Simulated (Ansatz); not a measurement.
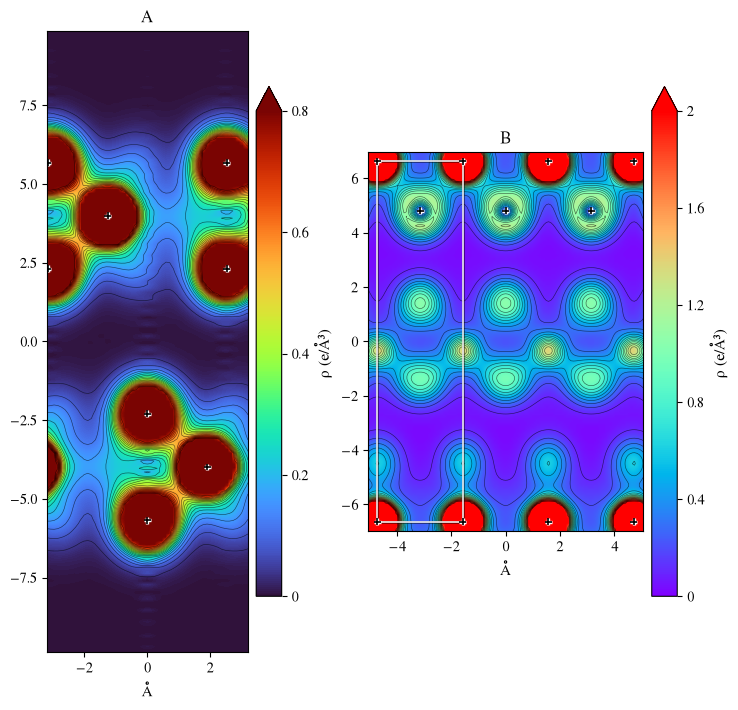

The valence electron density of 2 systems, each on a plane through atoms (crosses mark nuclei in the plane).

These are results of Ansatz, DFT PBE+D3(BJ), scalar-relativistic, plane waves, PAW, not measurements.

System 1: WSe2 (slab), the (110) plane of the calculation cell, a cut from vacuum to vacuum. A point of a scan over the structure, not its minimum; PAW files of the earlier set (soft_1).

```xyz
6
Lattice="3.2855 0.0000 0.0000 -1.6427 2.8453 0.0000 0.0000 0.0000 24.2386" Properties=species:S:1:pos:R:3 pbc="T T T"
Se    0.0000    1.8969    4.4999
W     1.6428    0.9484    6.1847
Se    0.0000    1.8969    7.8693
Se    2.1903    0.6323   12.4793
W    -1.0952    2.5292   14.1641
Se    2.1903    0.6323   15.8487
```

System 2: MoS2, the (101) plane of the conventional cell. Space group C2/m; a point of a scan over the structure, not its minimum; not relaxed (largest force 1.2 eV/Å); computed pressure about −5 GPa in this cell; computed without spin polarisation; PAW files of the earlier set (soft_1).

```
Mo S
1.0
     0.00000    5.45485    0.00000
    -3.14936    0.00000    0.00000
     0.00000    0.00000   12.09177
Mo S
4 8
Direct
  0.33333 0.00000 0.25000
  0.83333 0.50000 0.25000
  0.16667 0.50000 0.75000
  0.66667 0.00000 0.75000
  0.32001 0.00000 0.61553
  0.82001 0.50000 0.61553
  0.15334 0.50000 0.11553
  0.65334 0.00000 0.11553
  0.34666 0.00000 0.88447
  0.84666 0.50000 0.88447
  0.17999 0.50000 0.38447
  0.67999 0.00000 0.38447
```

Which map belongs to which system?

Panel A is system 1, WSe2: the plane holds Se and W. W–Se (2.54 Å): ρ at the midpoint is about 0.55 e/Å³. Panel B is system 2, MoS2: the plane holds Mo and S. Mo–S (2.41 Å): the density is about 0.6 e/Å³ at the midpoint.
